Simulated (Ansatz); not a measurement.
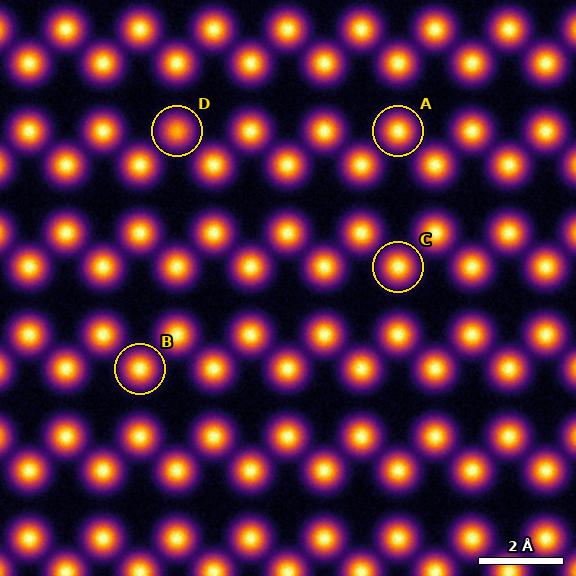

Z-contrast image of Al (P6_3/mmc, No. 194) along [201]. Simulated incoherent Z contrast: every atom adds Z^1.8 spread by a probe of 0.55 Å full width; channelling and multiple scattering are left out. The display is stretched by a gamma of 0.65; percentages refer to the linear signal. Shot noise was added.

The sample is 3 repeats (22.0 Å) thick. One point defect was put into the perfect crystal, without relaxing the atoms around it. Brightness is counted from the darkest point of the image. Host structure: the geometry given to an electronic-structure calculation, possibly off equilibrium; the starting structure was generated, so it need not be a known form of this composition.

Q: Which ringed column holds the defect, and does it scatter more or less than its equals?

D; it scatters less. The column holds 3 atoms (Al) through the sample, and one Al atom is replaced by B, so its peak drops to about 75 % of that of its equals.
